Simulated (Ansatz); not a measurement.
```yaml
crystal:
  lattice:
    - [3.11595, 0.00000, 0.00000]
    - [-1.55798, 2.69849, 0.00000]
    - [0.00000, 0.00000, 10.27672]
  atoms:
    - { symbol: Mg, position: [0.00000, 0.00000, 0.00000] }
    - { symbol: Mg, position: [0.66667, 0.33333, 0.33333] }
    - { symbol: Mg, position: [0.33333, 0.66667, 0.66667] }
    - { symbol: O, position: [0.33333, 0.66667, 0.09609] }
    - { symbol: O, position: [0.00000, 0.00000, 0.42942] }
    - { symbol: O, position: [0.66667, 0.33333, 0.76276] }
    - { symbol: O, position: [0.33333, 0.66667, 0.23724] }
    - { symbol: O, position: [0.00000, 0.00000, 0.57058] }
    - { symbol: O, position: [0.66667, 0.33333, 0.90391] }
```

Space group R-3m; a structure from a database of computed crystals, not necessarily the ambient phase; PAW files of the earlier set (soft_1).

Theory: DFT LDA, scalar-relativistic, plane waves, PAW (Ansatz 0.2.0).

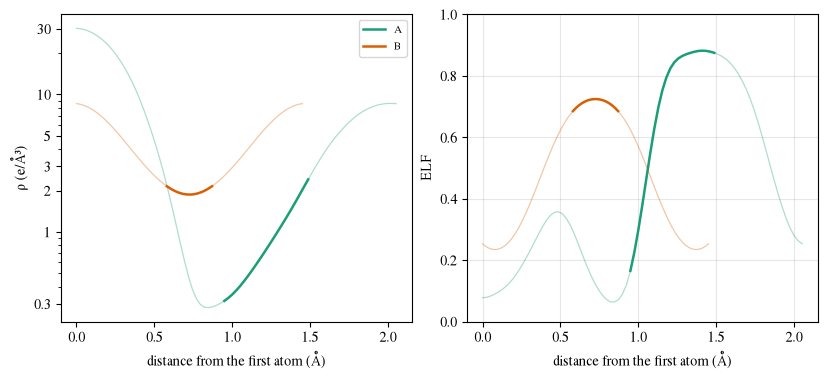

MgO2. Valence charge density (pseudo) and electron localisation function along straight lines between neighbouring atoms. Thin, pale parts lie inside the atomic spheres.

The density is the valence pseudo-density of a PAW calculation; it isn't the true density close to the nuclei.

Q: Which curve belongs to which contact (Mg–O and O–O)? The first atom named is at distance zero.

A: Curve A: Mg–O (2.05 Å): the density is about 0.38 e/Å³ at the midpoint; the ELF peaks at about 0.90 in the valence shell of O, 0.6 Å from its nucleus, and is about 0.40 at the midpoint; a closed-shell, largely ionic contact. Curve B: O–O (1.45 Å): the density is about 1.9 e/Å³ at the midpoint; the ELF peaks at about 0.70 between the atoms.
